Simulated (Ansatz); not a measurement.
The compound is MgO (space group P6_3mc, No. 186), taken as the input geometry of an electronic-structure calculation (not necessarily at equilibrium).

```cif
data_structure
_symmetry_space_group_name_H-M 'P 1'
_symmetry_Int_Tables_number 1
_cell_length_a 3.3078
_cell_length_b 3.3078
_cell_length_c 4.9829
_cell_angle_alpha 90.000
_cell_angle_beta 90.000
_cell_angle_gamma 120.000
_cell_volume 47.22
loop_
_atom_site_label
_atom_site_type_symbol
_atom_site_fract_x
_atom_site_fract_y
_atom_site_fract_z
_atom_site_occupancy
Mg1 Mg 0.33333 0.66667 0.00216 1
Mg2 Mg 0.66667 0.33333 0.50216 1
O1 O 0.33333 0.66667 0.40244 1
O2 O 0.66667 0.33333 0.90244 1
```

Bonds are taken as Mg–O below 2.2 Å. Simplification: prune 0- and 1-connected atoms, fold 2-connected ones into links.

Derive the underlying net.

The result is a uninodal 4-connected, three-periodic net: Mg and O are 4-connected nodes. It is the lon net, known from lonsdaleite, wurtzite and tridymite. It is a single net, without interpenetration.

| node | links | point symbol | coordination sequence |
| --- | --- | --- | --- |
| Mg and O | 4 | 6⁶ | 4 12 25 44 |

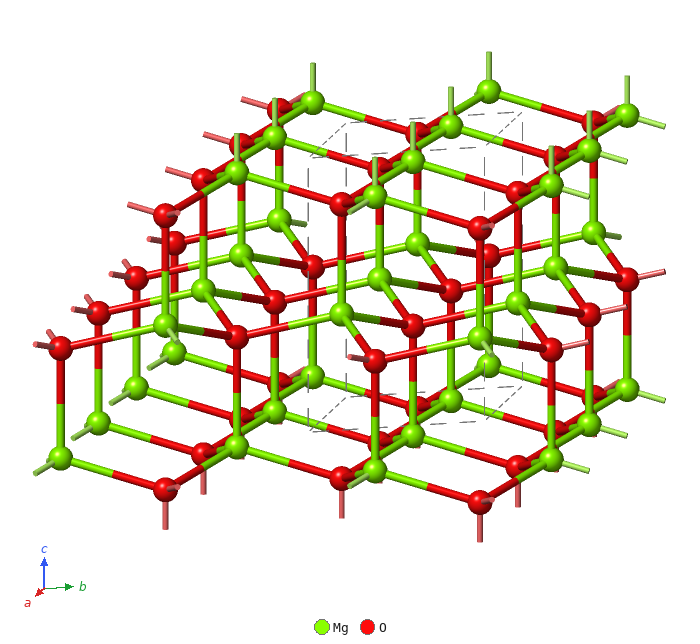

Nodes are coloured by element. Short stubs are edges that leave the cut-out.
